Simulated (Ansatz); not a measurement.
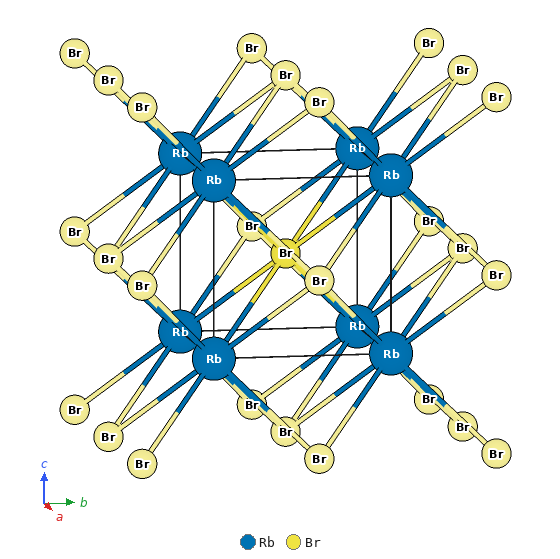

Crystal structure, ball-and-stick style, seen slightly off an axis. The box is the conventional unit cell; atoms on or close to its faces, edges and corners are drawn wherever they repeat. The bonded neighbours beyond the faces are included, in fainter colours. Cell: a = 4.19 Å, b = 4.19 Å, c = 4.19 Å, α = 90.00°, β = 90.00°, γ = 90.00°.

The cell started as a structure listed in the Materials Project. Earlier steps of the study may have refined or changed the cell and positions. An electronic-structure calculation with Ansatz was run on it.

Q: Characterise what is shown.

A: Formula: RbBr. The lattice is primitive cubic and the space group Pm-3m (No. 221). The prototype is caesium chloride (CsCl, B2) type. The cell has 2 atoms, namely 1 Rb, 1 Br. The Rb atoms are each bonded to eight Br in a cubic arrangement at about 3.6 Å. Br bonds to eight Rb in a cubic arrangement at about 3.6 Å. The bonds build a three-dimensional framework.

All computed values are from Ansatz 0.2.0, DFT LDA, scalar-relativistic, plane waves, PAW. Settings: a cutoff energy of 420 eV, Brillouin-zone sampling on a 6×6×6 mesh, Gaussian smearing of 0.02 eV, no spin polarisation.

Q: Is the electronic structure metallic or gapped?

A: An insulator at this level, with a gap of 3.52 eV, indirect.

Q: Predict the Bader charges.

A: Rb +0.81 e; Br -0.81 e.

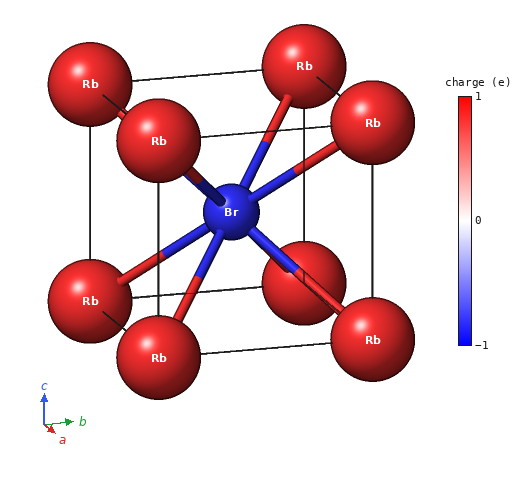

The atoms coloured by those charges. The run's cell of 2 atoms is drawn.

Q: Do the forces and the stress vanish for this geometry?

A: No. All forces vanish to within 0.01 eV/Å. The pressure is -2.5 GPa, so the cell would contract.
